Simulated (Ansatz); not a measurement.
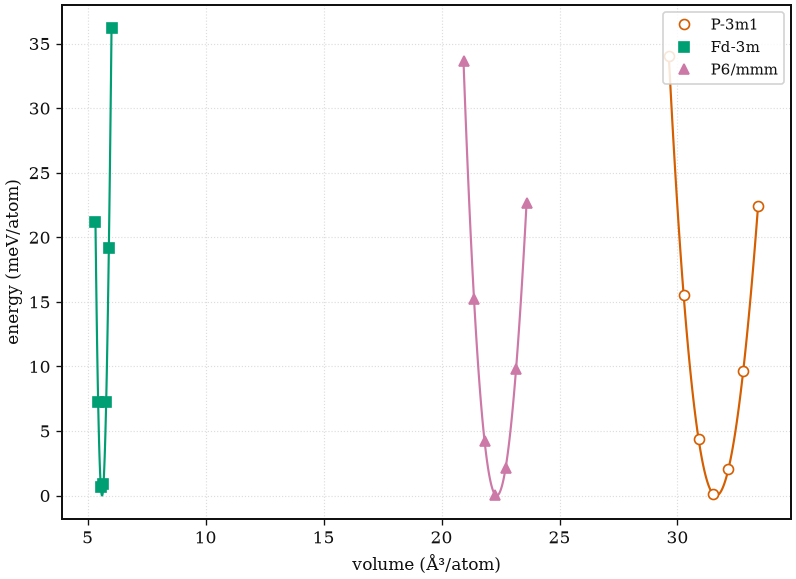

Energy against volume, with one curve for each structure, for C. Each energy curve has its own zero, so the curves don't rank the structures.

Settings that differ: P-3m1: k mesh 12×12×2; Fd-3m: k mesh 13×13×13; P6/mmm: k mesh 12×12×3.

The fitted equilibrium volumes, smallest first, are Fd-3m 5.611, P6/mmm 22.338, P-3m1 31.635 Å³/atom. The fitted bulk moduli, smallest first, are P-3m1 78.0, P6/mmm 110.2, Fd-3m 450.3 GPa.

Computed with Ansatz 0.2.0: all-electron LAPW DFT, no spin polarisation; energies at scaled volumes of the given cell, shape and fractions fixed, counted from the fit's minimum, third-order Birch-Murnaghan fit. Level: PBEsol.

- occupations: Fermi–Dirac
- smearing width: 0.05 eV
- potentials: all electron LAPW, scalar relativistic

Limits of the calculation: shape and atomic fractions are frozen while scaling, which makes layered, chain and framework solids too stiff.
